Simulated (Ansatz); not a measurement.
## GaN: 6 runs along one coordinate

System: GaN (F-43m, 2 atoms in the cell).
Method: Kohn-Sham DFT of a periodic cell, r2SCANh, Ansatz PAW, no spin polarisation (Ansatz 0.2.0).

The 6 runs differ only in the geometry, by an even scaling of the cell at fixed fractional positions. The structure derives from a Materials Project entry.

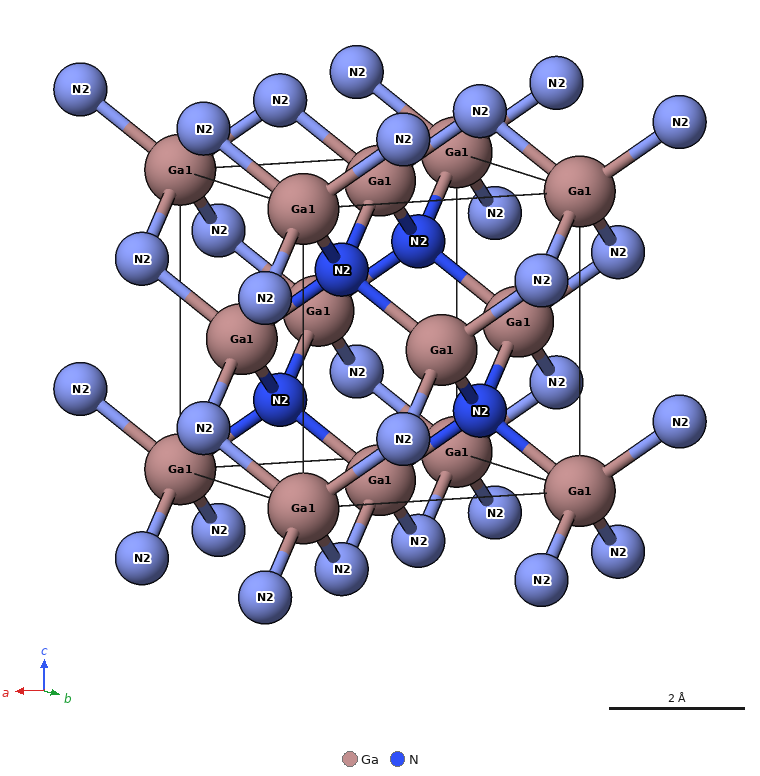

Figure 1. The structure of run 4 (ball-and-stick view of the cell 4 times as large as that of the calculation, set on its symmetry axes, seen at an oblique angle; neighbours outside the cell are drawn fainter; atoms are numbered from 1 in the order of the input).

**Input of run 4**
```yaml
crystal:
  lattice:
    - [0.0, 2.2535006075, 2.2535006075]
    - [2.2535006075, 0.0, 2.2535006075]
    - [2.2535006075, 2.2535006075, 0.0]
  atoms:
    - { symbol: Ga, position: [0.0, 0.0, 0.0] }
    - { symbol: "N", position: [0.25, 0.25, 0.25] }
hamiltonian:
  xc: r2scanh
  pseudopotentials: { kind: paw }
kpoints:
  mp_grid: { grid: [5, 5, 5] }
scf:
  occupations: { method: fermi_dirac, width: 0.05 }
output:
  forces: true
  stress: true
  eigenvalues: true
```

Command:
```bash
ansatz run input.yaml --threads 2 --pin off --max-ram 5632MiB --backend cpu --events-out ev --progress --plain --runs-dir out
```

Lattice vectors (Å) and fractional positions of run 4:
```
   0.000000    2.253501    2.253501
   2.253501    0.000000    2.253501
   2.253501    2.253501    0.000000
Ga  0.000000  0.000000  0.000000
N   0.250000  0.250000  0.250000
```

Run 3 differs from it as follows:
```diff
-    - [0.0, 2.2535006075, 2.2535006075]
-    - [2.2535006075, 0.0, 2.2535006075]
-    - [2.2535006075, 2.2535006075, 0.0]
+    - [0.0, 2.2383759866, 2.2383759866]
+    - [2.2383759866, 0.0, 2.2383759866]
+    - [2.2383759866, 2.2383759866, 0.0]
```

**Results, with one run withheld**

| run | volume per atom (Å³) | free energy per atom, from the lowest run given (meV) | pressure (GPa) | gap on the mesh (eV) |
| --- | --- | --- | --- | --- |
| 1 | 10.757 | 15.86 | 10.87 | 3.29 |
| 2 | 10.986 | 4.01 | 5.85 | 3.14 |
| 3 | 11.215 | ? | ? | ? |
| 4 | 11.444 | 0.00 | −2.73 | 2.85 |
| 5 | 11.902 | 18.04 | −9.66 | 2.57 |
| 6 | 12.131 | 33.98 | −12.60 | 2.43 |

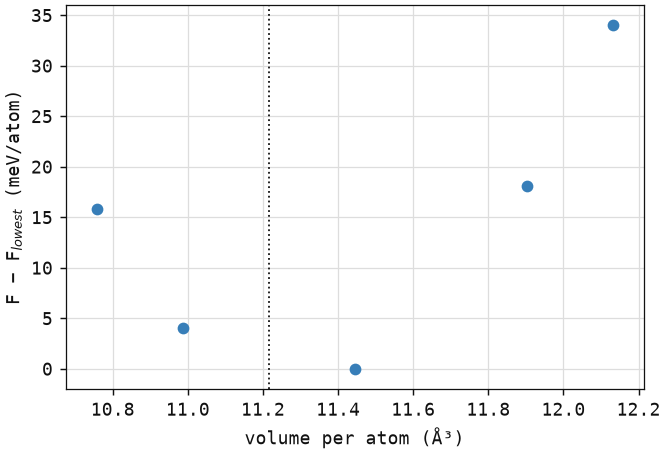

Figure 2. Free energy per atom of the runs given; the dotted line marks run 3.

What should run 3 give?

A cubic polynomial in V^(−2/3) (the Birch–Murnaghan form), fitted to the 5 runs given, misses them by under 0.01 meV per atom. With x = V^(−2/3) − 0.19714 Å⁻², it reads F = −0.30994 − 1300.4 x + 4.0734e+05 x² + 2.2465e+05 x³ (meV per atom). At run 3 it gives −1.05 meV per atom, and the run itself gives −1.04. The slope of the fit gives a pressure −dF/dV of 1.33 GPa there, and the run prints 1.33 GPa. The fit has its minimum at 11.287 Å³ per atom, where V d²F/dV² gives 204 GPa: the bulk modulus at this level, since symmetry fixes the shape and the positions. The gap on the mesh goes, without turning, from 3.29 eV in run 1 to 2.43 eV in run 6; run 3 has 2.99 eV. These are gaps of this functional on this mesh, which can miss the band edges; they aren't the measured gap.

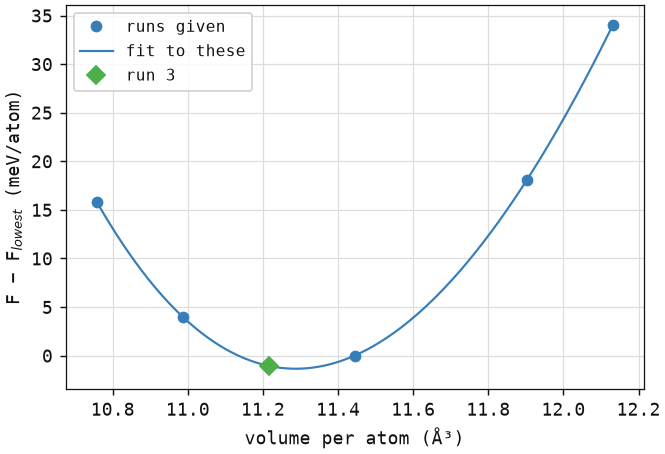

Figure 3. The fit and the withheld run.

**Output, shortened to warnings, some set-up lines, iterations and results (run 3)**
```
Warning: output.stress: scf.convergence.dr2_threshold = 1e-7 eV (the SCF's general default) is looser than the 2e-10 eV advised for a printed stress (1e-10 eV for each atom of the cell: 2). What an SCF threshold leaves in a stress goes as its square root, and in the free energy as the threshold itself, and one threshold admits the most on a small cell: of the crystals measured, under no hybrid …
Warning: output.stress: scf.exx.energy_threshold = 1e-6 eV is looser than the 2e-8 eV advised for a stress under a hybrid functional (1e-8 eV for each atom of the cell: 2). Every SCF of the exchange loop can meet its threshold on dr2 while the loop round them stops early: no threshold on dr2 bounds what that leaves in the stress. Set scf.exx.energy_threshold to 2e-8 eV or tighter. The threshold …
Basis set: ecut = 500 eV, 537 PW (Γ), exchange–correlation on 96×96×96 points (64 copies of the dense FFT grid, shifted against one another)
Symmetry: 24 space group operations
k-points: 10 of 125 (time reversal used)
Initial density: superposition of atomic densities (neutral atoms: chi_scale 0, normalization atom), corrected by the library's trained network
[...]
SCF iter   1: F=—  HF=-4176.325048 eV  |F-HF|=—  |Δ(HF+E_count)|=         —  Δρ=1.30e-2  dr2=1.52e-2  dr2_τ=1.02e-1  ethr=1.77e-3  ⟨swp⟩=5.6  Hψ=539  notcnv=0
SCF iter   2: F=—  HF=-4176.357937 eV  |F-HF|=—  |Δ(HF+E_count)|=   3.29e-2  Δρ=4.66e-3  dr2=2.84e-3  dr2_τ=9.70e-5  ethr=8.43e-5  ⟨swp⟩=4.0  Hψ=433  notcnv=0
SCF iter   3: F=—  HF=-4176.358097 eV  |F-HF|=—  |Δ(HF+E_count)|=   1.60e-4  Δρ=3.20e-3  dr2=7.41e-4  dr2_τ=5.41e-5  ethr=1.58e-5  ⟨swp⟩=3.2  Hψ=322  notcnv=0
SCF iter   4: F=-4176.358147 eV  HF=-4176.358197 eV  |F-HF|=5.02e-5  |Δ(HF+E_count)|=   1.00e-4  Δρ=7.60e-4  dr2=1.01e-4  dr2_τ=3.03e-5  ethr=4.12e-6  ⟨swp⟩=3.0  Hψ=255  …
SCF 1 stopped early in 4 iterations: F = -4176.358147 eV  dr2 = 1.01e-4
[... 6 lines ...]
SCF iter   7: F=-4175.801014 eV  HF=-4175.801015 eV  |F-HF|=3.41e-8  |Δ(HF+E_count)|=   2.04e-7  Δρ=1.57e-5  dr2=6.03e-8  dr2_τ=4.27e-10  ethr=2.59e-9  ⟨swp⟩=3.0  Hψ=257  …
SCF 2 converged in 7 iterations: F = -4175.801014 eV  dr2 = 6.03e-8
SCF iter   1: F=—  HF=-4175.801002 eV  |F-HF|=—  |Δ(HF+E_count)|=         —  Δρ=5.74e-6  dr2=8.97e-9  dr2_τ=2.55e-9  ethr=1.53e-8  ⟨swp⟩=4.4  Hψ=314  notcnv=0
SCF iter   2: F=-4175.801002 eV  HF=-4175.801002 eV  |F-HF|=1.39e-9  |Δ(HF+E_count)|=   1.02e-8  Δρ=4.23e-6  dr2=2.11e-9  dr2_τ=8.23e-11  ethr=4.71e-11  ⟨swp⟩=4.0  Hψ=384  …
SCF 3 converged in 2 iterations: F = -4175.801002 eV  dr2 = 2.11e-9
  Residual-converged pass: ⟨swp⟩=2.1  Hψ=219  notcnv=0  max |occ|·‖R‖ = 1.9e-6 eV (tolerance 2.4e-6 eV)  dr2=2.10e-9  dr2_τ=8.17e-11  dr2_onsite=1.42e-9  max |Δocc| = 3.1e-22
hybrid outer 2: dexx = +5.328e-9 eV, tail = 7.28e-9 eV, Δε = 2.93e-4 eV (about 4.23e-5 eV left of the loop's levels)
hybrid SCF converged: 2 outer / 9 inner (+4 warm-up), last move |dexx| = 5.33e-9 eV, tail = 7.28e-9 eV
Stability not checked: this state was not tested for a lower state beside it, because the functional holds exact exchange (a hybrid, or Hartree-Fock), whose exchange loop this test does not read (fock_operator; see scf.lower_state_search)
Free energy (F): -4175.801002 eV
Frozen-core exchange: fock
Harris-Foulkes:  -4175.801002 eV  (|F-HF|=1.39e-9)
Internal energy: -4175.801002 eV  (E = F + TS)
E sigma→0 (E₀):  -4175.801002 eV
Fermi energy:    10.775070 eV
--- Per-component energies (eV) ---
  E_band       = -29.495045
  E_kinetic    = 247.610980
  E_local      = -1938.673613  (includes V_loc(G=0)·N_el)
  E_nonlocal   = 476.640763
  E_hartree    = 896.665464
  E_xc         = -110.957000
  E_vxc        = -130.031594  (∫ρ·V_xc dr)
  E_exx        = -27.830856  (= α·E_x^exact, valence–valence)
  E_paw        = -2120.520973  (= ΣΔE_a)
  E_vpaw       = -429.385874  (= ΣTr[D̂ρ^β])
  E_aug_tail   = -0.000018  (compensation charges beyond the density's cutoff)
  E_vtau       = 6.676379  (kinetic-family band-sum trace: ∫τ·v_τ [+ j·A + Jᵃ·Aᵃ] dr)
  E_ewald      = -1598.161191
  E_core_change = -0.574557  (= ΣΔE_core)
  E_smearing   = -0.000000  (= −TS)
  E_closure    = -0.000000  (closes the sum)
  Σ components = -4175.801002   (vs F -4175.801002, Δ=9.09e-13)
--- Forces (eV/Å), atoms counted from 1 ---
  atom   1  Ga     0.00000000    -0.00000000     0.00000000
  atom   2  N     -0.00000000     0.00000000     0.00000000
  max |Σ_I F_I| component: 1.85e-17 eV/Å
--- Stress (GPa, compression-positive) ---
        1.334909      -0.000000      -0.000000
        0.000000       1.334909       0.000000
       -0.000000       0.000000       1.334909
  P = ⅓ Tr σ = 1.3349 GPa (13.349 kbar)
```

The program warns: the exchange loop's threshold is looser than advised for the stress; the SCF threshold is looser than advised for the printed stress.
